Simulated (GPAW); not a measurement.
ZnS (F-43m): refractive index against wavelength

The refractive index of ZnS (F-43m) below the direct gap (1.86 eV on the mesh) is read from one computed spectrum, n = √(Re ε).

It takes space group F-43m (No. 216, cubic). Conventional cell: a = 5.404 Å, b = 5.404 Å, c = 5.404 Å, α = 90.00°, β = 90.00°, γ = 90.00°. Zn on site c is surrounded by 4 S at 2.34 Å. Around S on site a lie 4 Zn at 2.34 Å.

Method: GPAW 26.7.0, LDA, RPA, k-mesh 11×11×11, local fields up to 50 eV, Lorentzian half width 0.15 eV.

Launch of the response step: `OMP_NUM_THREADS=1 python df.py`. The run took 41 s, its band step included, on 1 thread of Arm Neoverse V1, on a shared host.

```tsv
wavelength (nm)	photon energy E (eV)	n
3000	0.413	2.4626
2000	0.620	2.4723
1550	0.800	2.4845
1310	0.946	2.4973
1064	1.165	?
```

In the single-oscillator model n² − 1 = E₀E_d/(E₀² − E²), so 1/(n² − 1) = E₀/E_d − E²/(E₀E_d) is linear in E².

Working, on the rows shown:

| x = E² (eV²) | y = 1/(n² − 1) |
| --- | --- |
| 0.170801 | 0.197457 |
| 0.384302 | 0.195608 |
| 0.639837 | 0.193321 |
| 0.895757 | 0.190967 |

Means: x̄ = 0.52267, ȳ = 0.19434. Σ(x − x̄)(y − ȳ) = -0.00265, Σ(x − x̄)² = 0.2959. Slope = -0.00265 / 0.2959 = -0.008956; intercept = ȳ − slope · x̄ = 0.19902. Turned back into n, the line misses the rows shown by at most 0.00017.

Task: Fill in the last column of the withheld row.

Result: At x = 1.3578 the line gives y = 0.18686, that is 2.5202. The run gave 2.5224, so the extrapolation is off by 0.0022, 4 % of the range in the table.

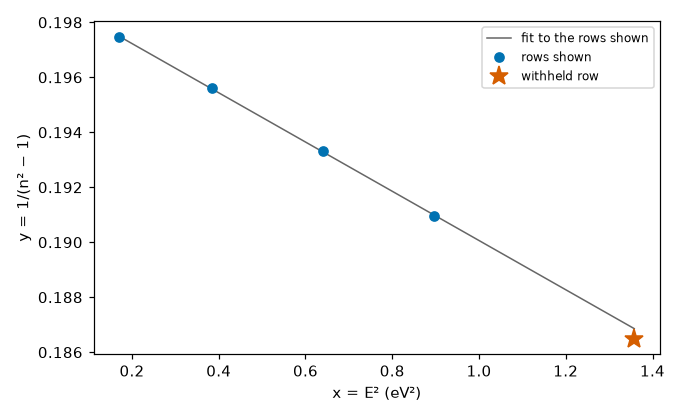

Refitted with all rows, the slope is -0.009252 and the intercept 0.19915. These give E₀ = √(intercept/−slope) = 4.64 eV and E_d = E₀/intercept = 23.3 eV; E₀ is 2.5 times the direct gap. The electronic limit at long wavelengths, without lattice vibrations, is n = √(1 + 1/intercept) = 2.454. The cell comes from an older database entry, whose edges can be off by a per cent or so. Excitons are left out; LDA gaps are as a rule too small. The values come from a sum over the points of one k-mesh and carry its error, which grows as the direct gap shrinks.

[Logs are printed without paths, hosts, clocks, repeated set-up lines and the standing remarks that a program may print on its own settings, such as how far it seeks lower states.]
